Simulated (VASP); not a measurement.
Nb$_{4}$H (slab)

```yaml
crystal:
  lattice:
    - [2.98290, 0.00000, 0.00000]
    - [0.00000, 4.21846, 0.00000]
    - [0.00000, 0.00000, 19.81277]
  atoms:
    - { symbol: Nb, position: [0.50000, 0.50000, 0.20189] }
    - { symbol: Nb, position: [0.00000, 0.00000, 0.27717] }
    - { symbol: Nb, position: [0.50000, 0.50000, 0.35696] }
    - { symbol: Nb, position: [0.00000, 0.00000, 0.41957] }
    - { symbol: H, position: [0.00000, 0.00000, 0.51079] }
```

Not relaxed (largest force 1.4 eV/Å).

The calculation used Kohn-Sham DFT of a periodic cell, PBE, VASP PAW PBE potentials, recommended in VASP 6.6.1.

Core electrons are frozen (PAW), and the valence fields are smoothed inside the atomic spheres.

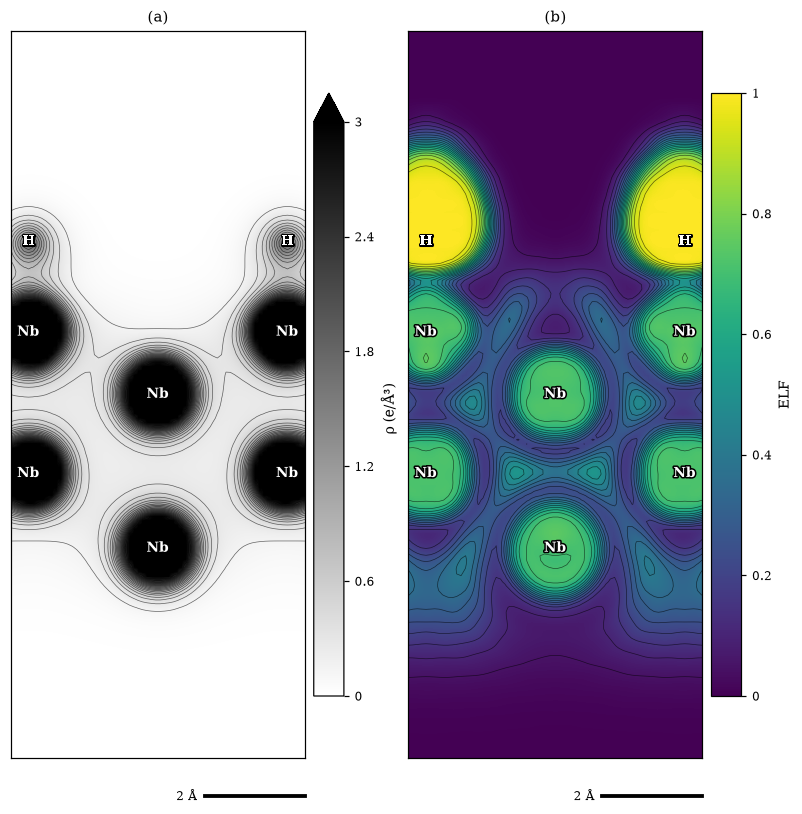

Figure 1. (a) valence electron density; (b) electron localisation function on the (110) plane of the calculation cell, a cut from vacuum to vacuum.

Q: Describe what can be read from this map.

A:
- The plane passes through Nb and H nuclei.
- Nb–H (1.81 Å): the density is about 1.2 e/Å³ at the midpoint; the ELF climbs to about 1 towards the hydrogen.
- Nb–Nb (2.82 Å): ρ at the midpoint is about 0.28 e/Å³; the ELF is about 0.20 at the midpoint (no localised pair shows between them).
- Nb–Nb (2.87 Å): ρ is about 0.3 e/Å³ halfway; the ELF is about 0.30 at the midpoint: no localised pair shows between them.
- Nb–Nb (2.98 Å): the density is about 0.25 e/Å³ at the midpoint; the ELF is about 0.30 at the midpoint: no shared electron pair shows on this line.
- Nb–Nb (3.03 Å): ρ at the midpoint is about 0.24 e/Å³; the ELF is about 0.25 at the midpoint: no localised pair shows between them.
- The density dies away to nearly zero in the vacuum.
- The features right at Nb lie inside the PAW spheres, where the map follows smoothed inner orbitals and isn't to be read closely.

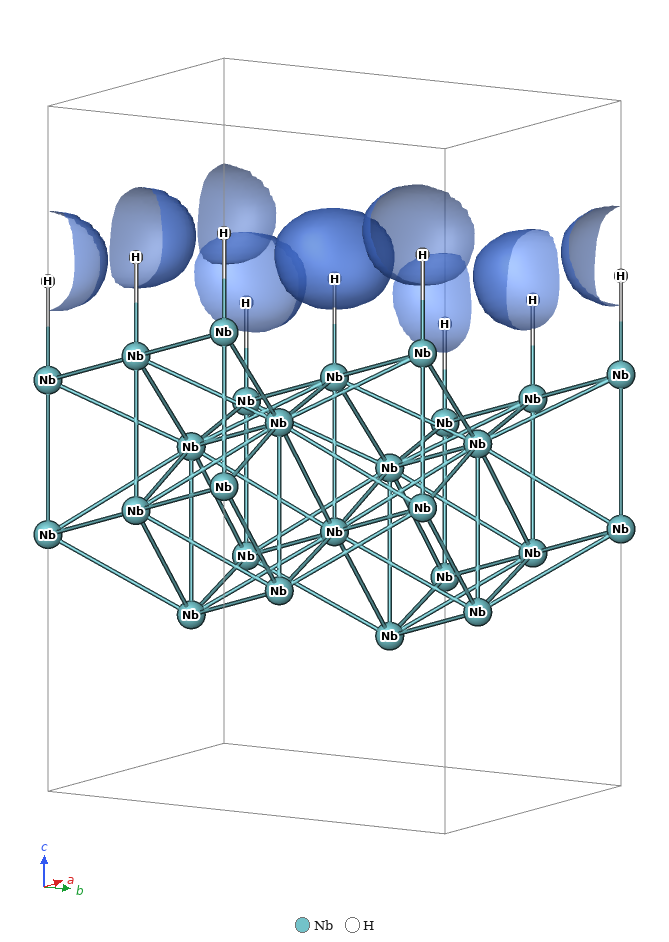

Figure 2. Isosurface of the ELF at 0.85 (blue), seen at an oblique angle. Core shells and regions of very low density are left out. Sticks mark near contacts.

Q: Where are the electrons localised?

A: The surface consists of one region around a hydrogen nucleus, counted in one cell of 5 atoms. Counts are for one cell; the picture repeats the cell along the surface.
